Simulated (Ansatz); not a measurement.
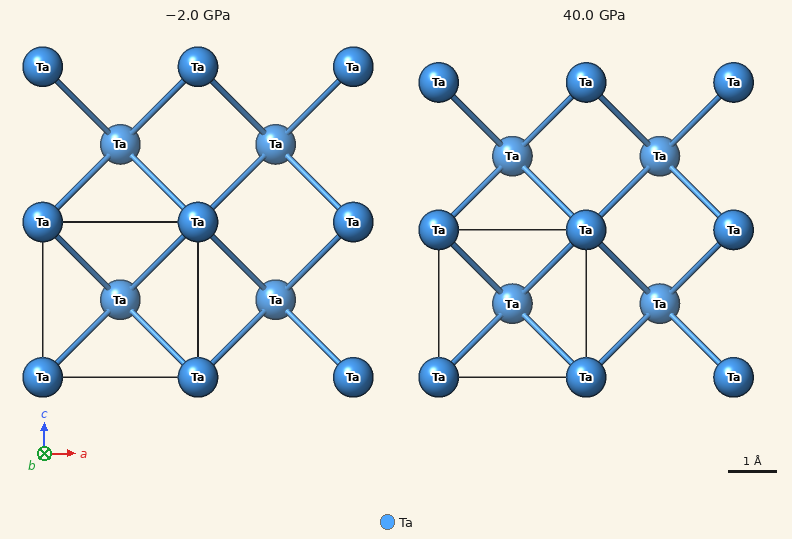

A crystal of Ta (set up in Im-3m), relaxed (cell and atoms) at several target pressures. The picture shows the first and the last member. A ball-and-stick model of the conventional cell (2 times the calculation's cell), repeated 2 × 1 × 2 with one cell outlined, seen along the b axis. Lengths and directions refer to the drawn axes.

Computed with Ansatz 0.2.0: DFT PBEsol, scalar-relativistic, plane waves, PAW. Settings: plane-wave cutoff 420 eV; k-point mesh 18 × 18 × 18; occupations gaussian; smearing width 0.1 eV; no spin polarisation; cell and atoms relaxed; force threshold 0.008 eV/Å.

```json
{"pressure (GPa)": "−2.0", "volume (Å³/atom)": "17.833", "a (Å)": "3.292"}
{"pressure (GPa)": "0.0", "volume (Å³/atom)": "17.652", "a (Å)": "3.280"}
{"pressure (GPa)": "2.0", "volume (Å³/atom)": "17.483", "a (Å)": "3.270"}
{"pressure (GPa)": "5.0", "volume (Å³/atom)": "17.243", "a (Å)": "3.255"}
{"pressure (GPa)": "10.0", "volume (Å³/atom)": "?", "a (Å)": "?"}
{"pressure (GPa)": "20.0", "volume (Å³/atom)": "16.270", "a (Å)": "3.193"}
{"pressure (GPa)": "40.0", "volume (Å³/atom)": "15.263", "a (Å)": "3.125"}
```

One row is withheld. What does the calculation give there?

Murnaghan's form V = V₀(1 + B′P/B₀)^(−1/B′), with V₀ = 17.652 Å³ from the row at zero pressure, fits the other rows with B₀ = 209 GPa and B′ = 3.64 (largest miss 0.009 Å³). At 10.0 GPa it gives 17.652 × (1 + 3.64 × 10.0/209)^(−1/3.64) = 16.890 Å³ per atom. The calculation gives 16.890 Å³/atom (a = 3.233 Å). The estimate is right to the digits shown. From the first member to the last: Ta–Ta 3.292 → 3.125 Å, Ta–Ta 2.851 → 2.707 Å.

The whole series:

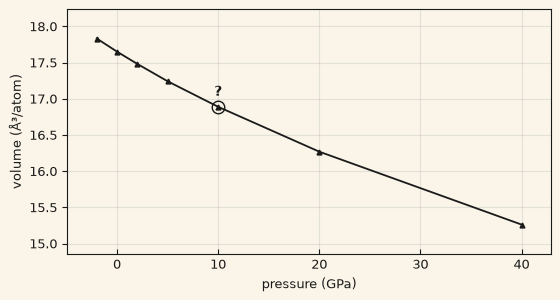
